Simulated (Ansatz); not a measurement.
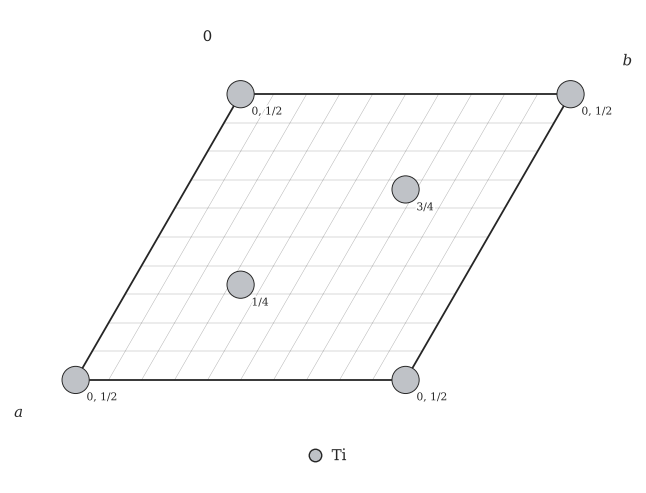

Plan of a unit cell projected along c (a down the page, b across); the numbers are heights as fractions of c, and atoms on the cell's edges are repeated. The grid marks tenths of a and b. Source: coordinates from a relaxation with Ansatz, DFT PBE, scalar-relativistic, plane waves, PAW; the starting structure was generated, so it need not be a known form of this composition. The drawing is computed from the coordinates (standard cell, symmetry found to 0.002 Å).

a = 2.936 Å, b = 2.936 Å, c = 9.362 Å, α = 90.00°, β = 90.00°, γ = 120.00°.

**What does the cell contain?**

4 Ti: Ti, Z = 4.

**Which space group?**

P6_3/mmc, No. 194, primitive hexagonal.

**Give the independent sites, coordinates to two places.**

```
atom  site  symmetry     x     y     z
  Ti    2a      -3m.  0.00  0.00  0.00
  Ti    2d      -6m2  0.33  0.67  0.75
```
